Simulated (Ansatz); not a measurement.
**Run report: GaAs, geometry relaxation (part 1 of 2)**

System: GaAs (F-43m, 2 atoms in the cell).
Method: DFT, PBEsol, plane waves, PAW, no spin polarisation (Ansatz 0.2.0).

The structure derives from an entry of the Crystallography Open Database. Some settings of this run were made unusual or wrong on purpose. Figures and captions count atoms from 1; the log counts them from 0 in places.

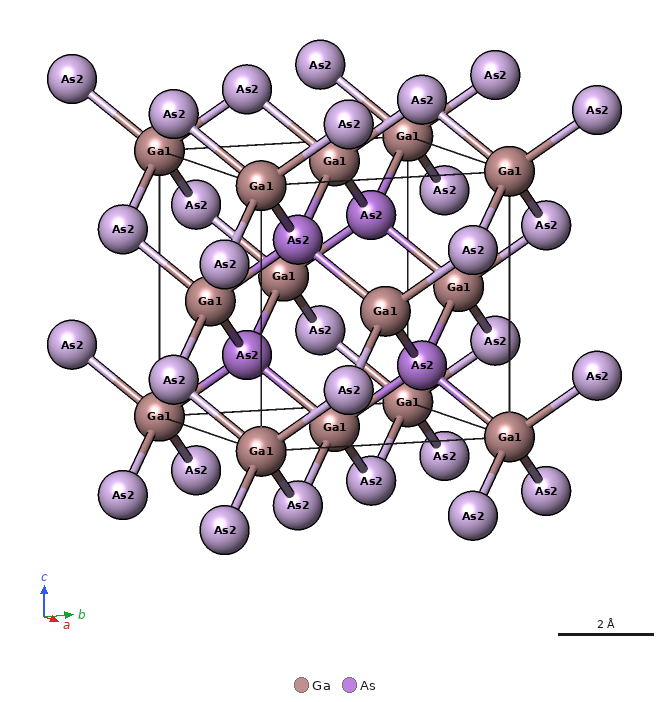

The input geometry (ball-and-stick view of the cell 4 times as large as that of the calculation, set on its symmetry axes, seen slightly off an axis; neighbours outside the cell are drawn fainter; atoms are numbered from 1 in the order of the input).

## Input
```yaml
crystal:
  lattice:
    - [0.0, 2.82685, 2.82685]
    - [2.82685, 0.0, 2.82685]
    - [2.82685, 2.82685, 0.0]
  atoms:
    - { symbol: Ga, position: [0.0, 0.0, 0.0] }
    - { symbol: As, position: [0.75, 0.75, 0.75] }
basis:
  ecutwfc: 420
kpoints:
  mp_grid: { grid: [1, 1, 1] }
hamiltonian:
  xc: pbesol
scf:
  occupations: { method: gaussian, width: 0.02 }
  max_iter: 100
output:
  forces: true
  eigenvalues: true
  stress: true
relax:
  adjacent_minimum: "off"
  f_tol: 0.005
  max_steps: 80
  cell: { stress_tol: 0.05 }
```

Launch command:
```bash
ansatz run input.yaml --threads 4 --pin off --max-ram 10240MiB --backend cpu --events-out ev --progress --plain --runs-dir out
```

## Output
```
The last accepted step is kept in [file] (removed where the run ends without a failure and the disk answers)
Engine: ansatz 0.2.0, x86_64-unknown-linux-gnu
Pseudopotentials: kind: paw
Pseudopotential: Ga, paw, valence charge 13, recommended cutoff 420 eV (normal), Ga.paw.azcp
Pseudopotential: As, paw, valence charge 15, recommended cutoff 420 eV (normal), As.paw.azcp
Functional definition: PBEsol
  exchange = pbesol_x
  correlation = pbesol_c
Crystal: 2 atoms, lattice volume = 45.179 Å³
Basis set: ecut = 420 eV, 893 PW (Γ), exchange–correlation on 54×54×54 points (8 copies of the dense FFT grid, shifted against one another)
Bands: 18, of which v1, the nominal top of the filled ones, is band 14 counted from 1 (13 counted from 0)
Symmetry: 24 space group operations
Space group: F-43m (ITA 216), of the structure as read, at distance tolerance 3.6e-5 Å
k-points: 1
Non-local potential: Ga, projectors of the file, l = 0: 2, l = 1: 2, l = 2: 3, l = 3: 1
Non-local potential: As, projectors of the file, l = 0: 2, l = 1: 2, l = 2: 3, l = 3: 1
PAW form: soft (Blöchl's): semilocal exchange-correlation on the pseudo side does not see the compensation charge
PAW frozen core: Ga, regenerated for the run's functional, and the local potential with it (the file was generated under x = pbe(κ = 0.804, μ = 0.2195149727645171), c = pbe(β = 0.06672455060314922))
PAW frozen core: As, regenerated for the run's functional, and the local potential with it (the file was generated under x = pbe(κ = 0.804, μ = 0.2195149727645171), c = pbe(β = 0.06672455060314922))
PAW one-centre angular grid: Ga, 590 points (default); XC on 64 Gauss nodes
PAW one-centre angular grid: As, 590 points (default); XC on 64 Gauss nodes
Initial density: superposition of atomic densities (neutral atoms: chi_scale 0, normalization atom), corrected by the library's trained network
Initial wavefunctions: pseudopotential atomic-orbital guess
Functional: x = pbesol(κ = 0.804, μ = 0.12345679012345678), c = pbesol(β = 0.046)
SCF iter   1: F=—  HF=-8539.799939 eV  |F-HF|=—  |Δ(HF+E_count)|=         —  Δρ=7.64e-2  dr2=3.61e0  ethr=1.77e-3  ⟨swp⟩=6.0  Hψ=76  notcnv=0
preconditioner: auto → none  [insulator: Δε(μ)=0.429 eV  Ē_g=12.464 eV  σ=0.020 eV  W_gap=1.00  n_scr=14 (ndim 8)  ℏωp=23.4 eV  f_vac=0.086  D(μ)=0.00/eV (n_scr^D=0)  ε∞_Penn≈4.5]
SCF iter   2: F=—  HF=-8538.965654 eV  |F-HF|=—  |Δ(HF+E_count)|=   8.34e-1  Δρ=2.92e-2  dr2=6.15e-1  ethr=1.77e-3  ⟨swp⟩=3.0  Hψ=48  notcnv=0
preconditioner: auto → LDOS  [insulator: Δε(μ)=0.032 eV  Ē_g=13.020 eV  σ=0.020 eV  W_gap=0.72  n_scr=14 (ndim 8)  ℏωp=23.4 eV  f_vac=0.150  D(μ)=97.55/eV (n_scr^D=5960)  ε∞_Penn≈4.2  β→1.0]
SCF iter   3: F=—  HF=-8538.809728 eV  |F-HF|=—  |Δ(HF+E_count)|=   1.56e-1  Δρ=1.63e-2  dr2=1.04e-1  ethr=1.77e-3  ⟨swp⟩=2.0  Hψ=33  notcnv=0
SCF iter   4: F=—  HF=-8538.838090 eV  |F-HF|=—  |Δ(HF+E_count)|=   2.84e-2  Δρ=7.71e-3  dr2=1.54e-2  ethr=3.73e-4  ⟨swp⟩=2.0  Hψ=31  notcnv=0
SCF iter   5: F=—  HF=-8538.823081 eV  |F-HF|=—  |Δ(HF+E_count)|=   1.50e-2  Δρ=2.78e-3  dr2=1.46e-3  ethr=5.49e-5  ⟨swp⟩=2.0  Hψ=31  notcnv=0
SCF iter   6: F=—  HF=-8538.823512 eV  |F-HF|=—  |Δ(HF+E_count)|=   4.31e-4  Δρ=8.07e-4  dr2=1.24e-4  ethr=5.22e-6  ⟨swp⟩=2.0  Hψ=26  notcnv=0
SCF iter   7: F=—  HF=-8538.823699 eV  |F-HF|=—  |Δ(HF+E_count)|=   1.87e-4  Δρ=1.63e-4  dr2=1.00e-5  ethr=4.42e-7  ⟨swp⟩=3.0  Hψ=28  notcnv=0
SCF iter   8: F=—  HF=-8538.823712 eV  |F-HF|=—  |Δ(HF+E_count)|=   1.35e-5  Δρ=8.13e-5  dr2=2.03e-6  ethr=3.58e-8  ⟨swp⟩=2.0  Hψ=29  notcnv=0
SCF iter   9: F=-8538.823713 eV  HF=-8538.823713 eV  |F-HF|=1.58e-8  |Δ(HF+E_count)|=   3.50e-7  Δρ=1.71e-5  dr2=8.59e-8  ethr=3.57e-10  ⟨swp⟩=4.0  Hψ=71  notcnv=0
SCF 1 converged in 9 iterations: F = -8538.823713 eV  dr2 = 8.59e-8
  greatest PAW one-centre occupation: 0.999 electrons in one spin orbital (limit 2), on the As atom at site 1 (counted from 0), in its partial waves of l = 2
relax step   1: F+E_penalty+E_count = -8538.82371278 eV  Δ(F+E_penalty+E_count) = +0.000e0 eV  max|allowed force component| = 5.411e-24 eV/Å  Δτ_max = 0.0000 Å  P = +44.737 GPa  Ω = 45.179 Å³  (9 SCF iters, dr2 threshold 1.00e-7 eV, accepted)
Crystal: 2 atoms, lattice volume = 52.114 Å³
Basis set: ecut = 420 eV, 965 PW (Γ), exchange–correlation on 54×54×54 points (8 copies of the dense FFT grid, shifted against one another)
Initial density: handed on by an earlier stage of this run
Initial wavefunctions: those handed on with the density
SCF iter   1: F=—  HF=-8542.321058 eV  |F-HF|=—  |Δ(HF+E_count)|=         —  Δρ=8.16e-2  dr2=2.15e0  ethr=3.10e-3  ⟨swp⟩=6.0  Hψ=87  notcnv=0
preconditioner: auto → LDOS  [insulator: Δε(μ)=2.710 eV  Ē_g=12.089 eV  σ=0.020 eV  W_gap=0.66  n_scr=14 (ndim 8)  ℏωp=21.8 eV  f_vac=0.291  D(μ)=154.26/eV (n_scr^D=7118)  ε∞_Penn≈4.3  β→1.0]
SCF iter   2: F=—  HF=-8542.108735 eV  |F-HF|=—  |Δ(HF+E_count)|=   2.12e-1  Δρ=2.65e-2  dr2=6.22e-1  ethr=3.10e-3  ⟨swp⟩=4.0  Hψ=42  notcnv=0
SCF iter   3: F=—  HF=-8542.127597 eV  |F-HF|=—  |Δ(HF+E_count)|=   1.89e-2  Δρ=2.59e-2  dr2=5.32e-1  ethr=2.22e-3  ⟨swp⟩=2.0  Hψ=36  notcnv=0
SCF iter   4: F=—  HF=-8542.132043 eV  |F-HF|=—  |Δ(HF+E_count)|=   4.45e-3  Δρ=2.46e-2  dr2=5.23e-1  ethr=1.90e-3  ⟨swp⟩=2.0  Hψ=33  notcnv=0
SCF iter   5: F=—  HF=-8542.144605 eV  |F-HF|=—  |Δ(HF+E_count)|=   1.26e-2  Δρ=2.47e-2  dr2=5.04e-1  ethr=1.87e-3  ⟨swp⟩=2.0  Hψ=21  notcnv=0
SCF iter   6: F=—  HF=-8542.131793 eV  |F-HF|=—  |Δ(HF+E_count)|=   1.28e-2  Δρ=2.48e-2  dr2=4.97e-1  ethr=1.80e-3  ⟨swp⟩=1.0  Hψ=18  notcnv=0
SCF iter   7: F=—  HF=-8542.123187 eV  |F-HF|=—  |Δ(HF+E_count)|=   8.61e-3  Δρ=2.47e-2  dr2=4.85e-1  ethr=1.77e-3  ⟨swp⟩=1.0  Hψ=18  notcnv=0
SCF iter   8: F=—  HF=-8542.114533 eV  |F-HF|=—  |Δ(HF+E_count)|=   8.65e-3  Δρ=2.50e-2  dr2=4.48e-1  ethr=1.73e-3  ⟨swp⟩=1.0  Hψ=18  notcnv=0
SCF iter   9: F=—  HF=-8542.125132 eV  |F-HF|=—  |Δ(HF+E_count)|=   1.06e-2  Δρ=2.46e-2  dr2=4.54e-1  ethr=1.60e-3  ⟨swp⟩=1.0  Hψ=18  notcnv=0
SCF iter  10: F=—  HF=-8542.133716 eV  |F-HF|=—  |Δ(HF+E_count)|=   8.58e-3  Δρ=2.34e-2  dr2=4.21e-1  ethr=1.60e-3  ⟨swp⟩=1.0  Hψ=18  notcnv=0
SCF iter  11: F=—  HF=-8542.104673 eV  |F-HF|=—  |Δ(HF+E_count)|=   2.90e-2  Δρ=1.99e-2  dr2=2.93e-1  ethr=1.50e-3  ⟨swp⟩=2.0  Hψ=21  notcnv=0
SCF iter  12: F=—  HF=-8542.066041 eV  |F-HF|=—  |Δ(HF+E_count)|=   3.86e-2  Δρ=1.48e-2  dr2=1.37e-1  ethr=1.05e-3  ⟨swp⟩=2.0  Hψ=29  notcnv=0
SCF iter  13: F=—  HF=-8542.048059 eV  |F-HF|=—  |Δ(HF+E_count)|=   1.80e-2  Δρ=3.33e-3  dr2=3.03e-3  ethr=4.90e-4  ⟨swp⟩=3.0  Hψ=28  notcnv=0
SCF iter  14: F=—  HF=-8542.051001 eV  |F-HF|=—  |Δ(HF+E_count)|=   2.94e-3  Δρ=8.68e-4  dr2=1.56e-4  ethr=1.08e-5  ⟨swp⟩=3.0  Hψ=36  notcnv=0
SCF iter  15: F=—  HF=-8542.051389 eV  |F-HF|=—  |Δ(HF+E_count)|=   3.88e-4  Δρ=3.14e-4  dr2=4.18e-5  ethr=5.56e-7  ⟨swp⟩=2.0  Hψ=36  notcnv=0
SCF iter  16: F=—  HF=-8542.051402 eV  |F-HF|=—  |Δ(HF+E_count)|=   1.37e-5  Δρ=1.32e-4  dr2=9.60e-6  ethr=1.49e-7  ⟨swp⟩=2.0  Hψ=33  notcnv=0
SCF iter  17: F=—  HF=-8542.051410 eV  |F-HF|=—  |Δ(HF+E_count)|=   7.49e-6  Δρ=2.88e-5  dr2=5.80e-7  ethr=3.43e-8  ⟨swp⟩=2.0  Hψ=28  notcnv=0
SCF iter  18: F=-8542.051410 eV  HF=-8542.051410 eV  |F-HF|=2.98e-9  |Δ(HF+E_count)|=   4.58e-7  Δρ=6.58e-6  dr2=2.26e-8  ethr=7.14e-10  ⟨swp⟩=5.0  Hψ=84  notcnv=0
SCF 2 converged in 18 iterations: F = -8542.051410 eV  dr2 = 2.26e-8
relax step   2: F+E_penalty+E_count = -8542.05141042 eV  Δ(F+E_penalty+E_count) = -3.228e0 eV  max|allowed force component| = 3.309e-24 eV/Å  Δτ_max = 0.0000 Å  P = +66.327 GPa  Ω = 52.114 Å³  energy of the carried Pulay correction = -2.672e-3 eV  (18 SCF iters, dr2 threshold 2.00e-7 eV, accepted)
[... from here on the SCF iterations and repeated set-up lines of each step are left out, up to the last step ...]
SCF 3 converged in 14 iterations: F = -8544.616878 eV  dr2 = 4.76e-8
relax step   3: F+E_penalty+E_count = -8544.61687783 eV  Δ(F+E_penalty+E_count) = -2.565e0 eV  max|allowed force component| = 5.687e-25 eV/Å  Δτ_max = 0.0000 Å  P = +43.547 GPa  Ω = 59.724 Å³  energy of the carried Pulay correction = -5.202e-3 eV  (14 SCF iters, dr2 threshold 2.00e-7 eV, accepted)
SCF 4 converged in 13 iterations: F = -8546.427644 eV  dr2 = 4.98e-8
relax step   4: F+E_penalty+E_count = -8546.42764364 eV  Δ(F+E_penalty+E_count) = -1.811e0 eV  max|allowed force component| = 6.721e-25 eV/Å  Δτ_max = 0.0000 Å  P = +27.337 GPa  Ω = 68.042 Å³  energy of the carried Pulay correction = -7.586e-3 eV  (13 SCF iters, dr2 threshold 2.00e-7 eV, accepted)
SCF 5 converged in 13 iterations: F = -8547.589507 eV  dr2 = 1.94e-8
relax step   5: F+E_penalty+E_count = -8547.58950704 eV  Δ(F+E_penalty+E_count) = -1.162e0 eV  max|allowed force component| = 5.308e-24 eV/Å  Δτ_max = 0.0000 Å  P = +14.309 GPa  Ω = 77.098 Å³  energy of the carried Pulay correction = -9.825e-3 eV  (13 SCF iters, dr2 threshold 2.00e-7 eV, accepted)
SCF 6 converged in 13 iterations: F = -8548.076252 eV  dr2 = 8.27e-9
relax step   6: F+E_penalty+E_count = -8548.07625218 eV  Δ(F+E_penalty+E_count) = -4.867e-1 eV  max|allowed force component| = 1.213e-23 eV/Å  Δτ_max = 0.0000 Å  P = +1.681 GPa  Ω = 86.924 Å³  energy of the carried Pulay correction = -1.192e-2 eV  (13 SCF iters, dr2 threshold 2.00e-7 eV, accepted)
SCF 7 converged in 11 iterations: F = -8548.082663 eV  dr2 = 1.29e-8
relax step   7: F+E_penalty+E_count = -8548.08266288 eV  Δ(F+E_penalty+E_count) = -6.411e-3 eV  max|allowed force component| = 1.503e-23 eV/Å  Δτ_max = 0.0000 Å  P = -0.249 GPa  Ω = 88.422 Å³  energy of the carried Pulay correction = -1.222e-2 eV  (11 SCF iters, dr2 threshold 2.00e-7 eV, accepted)
SCF 8 converged in 9 iterations: F = -8548.082851 eV  dr2 = 1.23e-7
relax step   8: F+E_penalty+E_count = -8548.08285094 eV  Δ(F+E_penalty+E_count) = -1.881e-4 eV  max|allowed force component| = 1.516e-23 eV/Å  Δτ_max = 0.0000 Å  P = +0.004 GPa  Ω = 88.226 Å³  energy of the carried Pulay correction = -1.218e-2 eV  (9 SCF iters, dr2 threshold 1.55e-7 eV, accepted)
SCF 9 converged in 15 iterations: F = -8548.766116 eV  dr2 = 1.31e-11
relax step   9: F+E_penalty+E_count = -8548.76611580 eV  Δ(F+E_penalty+E_count) = -6.833e-1 eV  max|allowed force component| = 1.498e-27 eV/Å  Δτ_max = 0.0000 Å  P = +10.885 GPa  Ω = 88.226 Å³  stress off target by 1.09e1 GPa  SCF on the basis re-selected at this cell (its energy is not comparable with the rows above)  (15 SCF iters)
SCF 10 converged in 11 iterations: F = -8549.223768 eV  dr2 = 3.10e-8
relax step  10: F+E_penalty+E_count = -8549.22376799 eV  Δ(F+E_penalty+E_count) = -4.577e-1 eV  max|allowed force component| = 5.170e-25 eV/Å  Δτ_max = 0.0000 Å  P = +7.469 GPa  Ω = 96.323 Å³  energy of the carried Pulay correction = -7.766e-4 eV  (11 SCF iters, dr2 threshold 2.00e-7 eV, accepted)
SCF 11 converged in 11 iterations: F = -8549.632042 eV  dr2 = 9.29e-8
relax step  11: F+E_penalty+E_count = -8549.63204185 eV  Δ(F+E_penalty+E_count) = -4.083e-1 eV  max|allowed force component| = 2.447e-24 eV/Å  Δτ_max = 0.0000 Å  P = +4.327 GPa  Ω = 107.688 Å³  energy of the carried Pulay correction = -2.124e-3 eV  (11 SCF iters, dr2 threshold 2.00e-7 eV, accepted)
SCF 12 converged in 11 iterations: F = -8549.871791 eV  dr2 = 4.30e-8
relax step  12: F+E_penalty+E_count = -8549.87179143 eV  Δ(F+E_penalty+E_count) = -2.397e-1 eV  max|allowed force component| = 4.653e-25 eV/Å  Δτ_max = 0.0000 Å  P = +2.140 GPa  Ω = 119.914 Å³  energy of the carried Pulay correction = -3.862e-3 eV  (11 SCF iters, dr2 threshold 2.00e-7 eV, accepted)
SCF 13 converged in 12 iterations: F = -8549.970754 eV  dr2 = 6.20e-9
relax step  13: F+E_penalty+E_count = -8549.97075407 eV  Δ(F+E_penalty+E_count) = -9.896e-2 eV  max|allowed force component| = 1.056e-25 eV/Å  Δτ_max = 0.0000 Å  P = +0.366 GPa  Ω = 133.032 Å³  energy of the carried Pulay correction = -5.558e-3 eV  (12 SCF iters, dr2 threshold 2.00e-7 eV, accepted)
SCF 14 converged in 10 iterations: F = -8549.973641 eV  dr2 = 5.09e-9
relax step  14: F+E_penalty+E_count = -8549.97364129 eV  Δ(F+E_penalty+E_count) = -2.887e-3 eV  max|allowed force component| = 9.995e-25 eV/Å  Δτ_max = 0.0000 Å  P = -0.027 GPa  Ω = 136.098 Å³  energy of the carried Pulay correction = -5.915e-3 eV  (10 SCF iters, dr2 threshold 2.00e-7 eV, accepted)
SCF 15 converged in 15 iterations: F = -8550.033213 eV  dr2 = 1.30e-12
relax step  15: F+E_penalty+E_count = -8550.03321322 eV  Δ(F+E_penalty+E_count) = -5.957e-2 eV  max|allowed force component| = 1.329e-27 eV/Å  Δτ_max = 0.0000 Å  P = +0.814 GPa  Ω = 136.098 Å³  stress off target by 8.14e-1 GPa  SCF on the basis re-selected at this cell (its energy is not comparable with the rows above)  (15 SCF iters)
SCF 16 converged in 9 iterations: F = -8550.058077 eV  dr2 = 6.70e-8
relax step  16: F+E_penalty+E_count = -8550.05807655 eV  Δ(F+E_penalty+E_count) = -2.486e-2 eV  max|allowed force component| = 9.047e-26 eV/Å  Δτ_max = 0.0000 Å  P = +0.429 GPa  Ω = 142.699 Å³  energy of the carried Pulay correction = -4.014e-4 eV  (9 SCF iters, dr2 threshold 2.00e-7 eV, accepted)
SCF 17 converged in 10 iterations: F = -8550.069783 eV  dr2 = 1.07e-8
relax step  17: F+E_penalty+E_count = -8550.06978253 eV  Δ(F+E_penalty+E_count) = -1.171e-2 eV  max|allowed force component| = 2.596e-25 eV/Å  Δτ_max = 0.0000 Å  P = +0.072 GPa  Ω = 150.835 Å³  energy of the carried Pulay correction = -9.466e-4 eV  (10 SCF iters, dr2 threshold 2.00e-7 eV, accepted)
SCF 18 converged in 10 iterations: F = -8550.070096 eV  dr2 = 6.79e-10
relax step  18: F+E_penalty+E_count = -8550.07009635 eV  Δ(F+E_penalty+E_count) = -3.138e-4 eV  max|allowed force component| = 8.182e-26 eV/Å  Δτ_max = 0.0000 Å  P = +0.008 GPa  Ω = 152.593 Å³  energy of the carried Pulay correction = -1.072e-3 eV  (10 SCF iters, dr2 threshold 1.30e-8 eV, accepted)
Basis set: ecut = 420 eV, 2975 PW (Γ), exchange–correlation on 90×90×90 points (8 copies of the dense FFT grid, shifted against one another)
iter 1 solved again at ethr=3.81e-7 eV; its pass at ethr=3.10e-3 eV (dr2=1.07e-4 eV) is discarded
```
